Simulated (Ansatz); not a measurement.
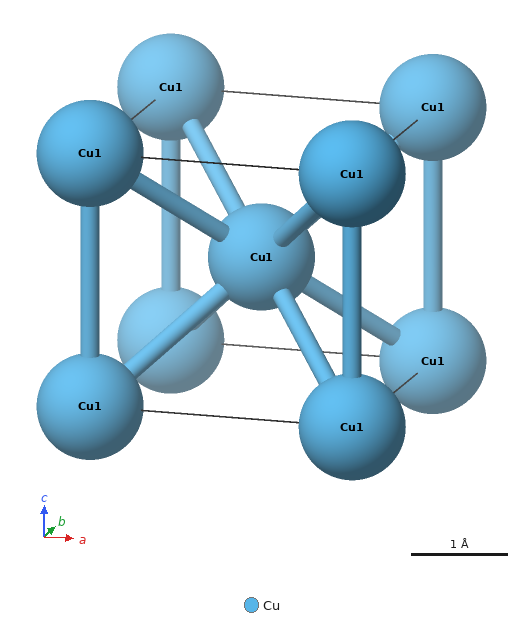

Fig. 1: The input geometry of run A (ball-and-stick view of the cell 2 times as large as that of the calculation, set on its symmetry axes, seen slightly off an axis; atoms are numbered from 1 in the order of the input).

## Two runs on Cu

System: Cu (I4/mmm, 1 atom in the cell).
Method of run A: DFT PBE, scalar-relativistic, plane waves, PAW, no spin polarisation (Ansatz 0.2.0).

The structure derives from a Materials Project entry. Text and figures count atoms from 1; the logs count them from 0 in places.

## The input, run A
```yaml
crystal:
  lattice:
    - [-1.44279332, 1.44279332, 1.37608145]
    - [1.44279332, -1.44279332, 1.37608145]
    - [1.44279332, 1.44279332, -1.37608145]
  atoms:
    - { symbol: Cu, position: [0.0, 0.0, 0.0] }
basis:
  ecutwfc: 420
  fft_grid_basis: typed
kpoints:
  mp_grid: { grid: [16, 16, 16] }
hamiltonian:
  xc: pbe
scf:
  occupations: { method: gaussian, width: 0.05 }
output:
  forces: true
  stress: true
  eigenvalues: true
  bader: true
  write_density: true
  volumetric_format: npy
  elf: true
```

Launched with:
```bash
ansatz run input.yaml --threads 1 --pin off --max-ram 2560MiB --backend cpu --events-out ev --progress --plain --runs-dir out
```

Hardware: 1 thread of Arm Neoverse N1, 16 GiB of memory available, shared host.

## Output, shortened to warnings, some set-up lines, iterations and results (run A)
```
Basis set: ecut = 420 eV, 225 PW (Γ), exchange–correlation on 36×36×36 points (8 copies of the dense FFT grid, shifted against one another)
Symmetry: 16 space group operations
k-points: 349 of 4096
Initial density: superposition of atomic densities (neutral atoms: chi_scale 0, normalization atom), corrected by the library's trained network
[...]
SCF iter   1: F=—  HF=-6625.121389 eV  |F-HF|=—  |Δ(HF+E_count)|=         —  Δρ=1.11e-3  dr2=4.15e-5  ethr=1.77e-3  ⟨swp⟩=5.4  Hψ=24739  notcnv=0
SCF iter   2: F=—  HF=-6625.121524 eV  |F-HF|=—  |Δ(HF+E_count)|=   1.35e-4  Δρ=4.19e-4  dr2=3.31e-6  ethr=2.19e-7  ⟨swp⟩=2.4  Hψ=11525  notcnv=0
SCF iter   3: F=—  HF=-6625.121537 eV  |F-HF|=—  |Δ(HF+E_count)|=   1.24e-5  Δρ=2.47e-4  dr2=1.34e-6  ethr=1.74e-8  ⟨swp⟩=2.0  Hψ=6660  notcnv=0
SCF iter   4: F=—  HF=-6625.121541 eV  |F-HF|=—  |Δ(HF+E_count)|=   3.93e-6  Δρ=1.06e-4  dr2=1.94e-7  ethr=7.05e-9  ⟨swp⟩=1.9  Hψ=5524  notcnv=0
SCF iter   5: F=-6625.121542 eV  HF=-6625.121542 eV  |F-HF|=6.56e-8  |Δ(HF+E_count)|=   1.04e-6  Δρ=2.79e-5  dr2=1.36e-8  ethr=1.02e-9  ⟨swp⟩=2.0  Hψ=6625  notcnv=0
SCF iter   6: F=-6625.121542 eV  HF=-6625.121542 eV  |F-HF|=1.33e-9  |Δ(HF+E_count)|=   6.93e-8  Δρ=4.35e-6  dr2=3.37e-10  ethr=7.14e-11  ⟨swp⟩=3.0  Hψ=17364  notcnv=0
SCF 1 converged in 6 iterations: F = -6625.121542 eV  dr2 = 3.37e-10
SCF converged after 6 iterations
Free energy (F): -6625.121542 eV
Harris-Foulkes:  -6625.121542 eV  (|F-HF|=1.33e-9)
Internal energy: -6625.120783 eV  (E = F + TS)
E sigma→0 (E₀):  -6625.121162 eV
Entropy (-TS):   -0.000759 eV (-0.759 meV/atom)
Fermi energy:    17.464440 eV
--- Per-component energies (eV) ---
  E_band       = -348.478172
  E_kinetic    = 300.352312
  E_local      = -3994.126027  (includes V_loc(G=0)·N_el)
  E_nonlocal   = 389.494341
  E_hartree    = 1761.409665
  E_xc         = -89.858525
  E_vxc        = -115.984195  (∫ρ·V_xc dr)
  E_paw        = -1662.458176  (= ΣΔE_a)
  E_vpaw       = -451.034241  (= ΣTr[D̂ρ^β])
  E_aug_tail   = 0.000278  (compensation charges beyond the density's cutoff)
  E_ewald      = -3329.934651
  E_smearing   = -0.000759  (= −TS)
  E_closure    = -0.000000  (closes the sum)
  Σ components = -6625.121542   (vs F -6625.121542, Δ=0.00e0)
--- Forces (eV/Å), atoms counted from 1 ---
  atom   1  Cu     0.00000000     0.00000000     0.00000000
  max |Σ_I F_I| component: 3.94e-31 eV/Å
--- Stress (GPa, compression-positive) ---
        7.199645       0.000000       0.000000
        0.000000       7.199645       0.000000
        0.000000       0.000000       7.363072
  P = ⅓ Tr σ = 7.2541 GPa (72.541 kbar)
--- Bader charges: 1 site ---
  site symbol  charge [e]  shift [e]
     0     Cu      0.0000     0.0000
  estimated error of the sums over rays = 2.8e-7 e
```

For run B the input was changed thus:
```diff
-  xc: pbe
+  xc: lda
-  elf: true
```

How does run B compare with run A?

The total energies belong to different methods, so their difference says nothing on which is more stable or more accurate. The pressure goes from 7.25 to −7.87 GPa. The functional changes from PBE to LDA. Along LDA, PBEsol, PBE and RPBE the binding weakens and the preferred volume grows, so the same cell is under more pressure with the later ones. The number of SCF iterations is the same.

## Output, shortened to warnings, some set-up lines, iterations and results (run B)
```
Basis set: ecut = 420 eV, 225 PW (Γ)
Symmetry: 16 space group operations
k-points: 349 of 4096
Initial density: superposition of atomic densities (neutral atoms: chi_scale 0, normalization atom), corrected by the library's trained network
[...]
SCF iter   1: F=—  HF=-6555.670743 eV  |F-HF|=—  |Δ(HF+E_count)|=         —  Δρ=2.48e-2  dr2=3.18e-2  ethr=1.77e-3  ⟨swp⟩=5.4  Hψ=24756  notcnv=0
SCF iter   2: F=—  HF=-6555.662736 eV  |F-HF|=—  |Δ(HF+E_count)|=   8.01e-3  Δρ=1.83e-3  dr2=2.90e-4  ethr=1.68e-4  ⟨swp⟩=2.8  Hψ=10664  notcnv=0  defer=152
SCF iter   3: F=—  HF=-6555.662701 eV  |F-HF|=—  |Δ(HF+E_count)|=   3.52e-5  Δρ=1.52e-3  dr2=7.01e-5  ethr=1.52e-6  ⟨swp⟩=2.3  Hψ=7362  notcnv=0  defer=152
SCF iter   4: F=—  HF=-6555.662751 eV  |F-HF|=—  |Δ(HF+E_count)|=   4.96e-5  Δρ=2.20e-5  dr2=3.06e-8  ethr=3.69e-7  ⟨swp⟩=1.0  Hψ=4735  notcnv=0  defer=152
SCF iter   5: F=-6555.662751 eV  HF=-6555.662751 eV  |F-HF|=1.18e-10  |Δ(HF+E_count)|=   8.12e-8  Δρ=3.80e-6  dr2=3.65e-10  ethr=1.61e-10  ⟨swp⟩=2.1  Hψ=8111  notcnv=0  …
SCF iter   6: F=-6555.662751 eV  HF=-6555.662751 eV  |F-HF|=2.09e-11  |Δ(HF+E_count)|=  5.00e-11  Δρ=1.50e-7  dr2=1.20e-12  ethr=1.92e-12  ⟨swp⟩=2.9  Hψ=15298  notcnv=0
SCF 1 converged in 6 iterations: F = -6555.662751 eV  dr2 = 1.20e-12
SCF converged after 6 iterations
Free energy (F): -6555.662751 eV
Harris-Foulkes:  -6555.662751 eV  (|F-HF|=2.09e-11)
Internal energy: -6555.661984 eV  (E = F + TS)
E sigma→0 (E₀):  -6555.662368 eV
Entropy (-TS):   -0.000766 eV (-0.766 meV/atom)
Fermi energy:    17.014396 eV
--- Per-component energies (eV) ---
  E_band       = -353.149702
  E_kinetic    = 300.849815
  E_local      = -3996.662676  (includes V_loc(G=0)·N_el)
  E_nonlocal   = 393.856939
  E_hartree    = 1758.069057
  E_xc         = -89.389150
  E_vxc        = -115.936010  (∫ρ·V_xc dr)
  E_paw        = -1592.901189  (= ΣΔE_a)
  E_vpaw       = -451.396030  (= ΣTr[D̂ρ^β])
  E_aug_tail   = 0.000211  (compensation charges beyond the density's cutoff)
  E_ewald      = -3329.934651
  E_core_change = 0.449660  (= ΣΔE_core)
  E_smearing   = -0.000766  (= −TS)
  E_closure    = -0.000000  (closes the sum)
  Σ components = -6555.662751   (vs F -6555.662751, Δ=0.00e0)
--- Forces (eV/Å), atoms counted from 1 ---
  atom   1  Cu     0.00000000     0.00000000    -0.00000000
  max |Σ_I F_I| component: 9.86e-32 eV/Å
--- Stress (GPa, compression-positive) ---
       -7.839858       0.000000       0.000000
        0.000000      -7.839858       0.000000
        0.000000       0.000000      -7.935105
  P = ⅓ Tr σ = -7.8716 GPa (-78.716 kbar)
--- Bader charges: 1 site ---
  site symbol  charge [e]  shift [e]
     0     Cu      0.0000     0.0000
  estimated error of the sums over rays = 2.7e-7 e
```

## The two runs side by side

```csv
quantity,run A,run B
outcome,converged,converged
free energy per atom (eV),−6625.1215,−6555.6628
"energy per atom, smearing taken to zero (eV)",−6625.1212,−6555.6624
gap on the mesh (eV),0.00,0.00
pressure (GPa),7.25,−7.87
largest force (eV/Å),0.000,0.000
SCF iterations,6,6
irreducible k-points,349,349
plane waves at Γ,225,225
wall time (shared host),20 s,18 s
```

For run A: The cell is under a pressure of 7.3 GPa at this level, so it is not at its equilibrium volume. For run B: The cell is under a tension of 7.9 GPa at this level, so it is not at its equilibrium volume.
